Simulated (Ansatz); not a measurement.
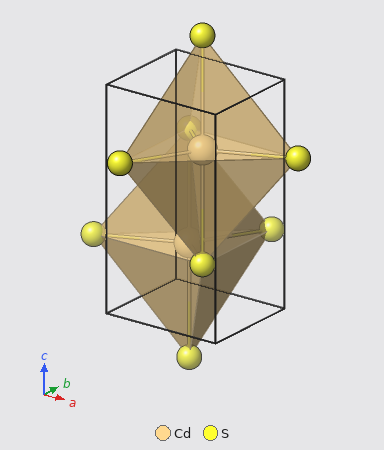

Polyhedral model, viewed slightly off an axis. The wireframe shows the conventional unit cell. A few atoms beyond the faces are included.

CdS, space group P6_3/mmc (No. 194), a = 4.409 Å, b = 4.409 Å, c = 5.748 Å, α = 90.00°, β = 90.00°, γ = 120.00°. The cell started as a structure type filled with these elements by a generator (whether the compound takes this form wasn't checked). Earlier steps of the study may have refined or changed the cell and positions. A calculation with Ansatz used it as input.

This one geometry was computed with Ansatz (DFT, plane waves, PAW) at six levels of theory: dielectric-dependent PBE0 (fraction 1/eps_inf of PBE), PBE0, HSE06, r2SCAN, LDA and PBE. It was relaxed beforehand with r2SCAN.

Q: Which level gives the highest pressure at this volume, and what does that say about its equilibrium volume?

A: Highest: PBE (1.4 GPa), which points to the largest equilibrium volume. Lowest, with the smallest volume: LDA (-3.9 GPa). Levels within 0.5 GPa of each other can't be told apart.

Q: How does the band gap change with the level of theory?

A: LDA: a gap of 0.72 eV, indirect; PBE: a gap of 1.00 eV, indirect; r2SCAN: a gap of 1.48 eV, indirect; dielectric-dependent PBE0 (fraction 1/eps_inf of PBE): a gap of 2.02 eV, indirect; HSE06: a gap of 2.07 eV, indirect; PBE0: a gap of 2.75 eV, indirect.

Q: Collect the results in a table.

A:
| level | cutoff (eV) | k-mesh of the run's cell | gap (eV) | pressure (GPa) |
| --- | --- | --- | --- | --- |
| dielectric-dependent PBE0 (fraction 1/eps_inf of PBE) | 420 | 6×6×4 | 2.02 | 0.5 |
| PBE0 | 420 | 6×6×4 | 2.75 | 0.0 |
| HSE06 | 420 | 6×6×4 | 2.07 | 0.1 |
| r2SCAN | 500 | 6×6×4 | 1.48 | 0.0 |
| LDA | 420 | 6×6×4 | 0.72 | -3.9 |
| PBE | 420 | 6×6×4 | 1.00 | 1.4 |

Gaps are taken on the k-mesh or band path of each run.
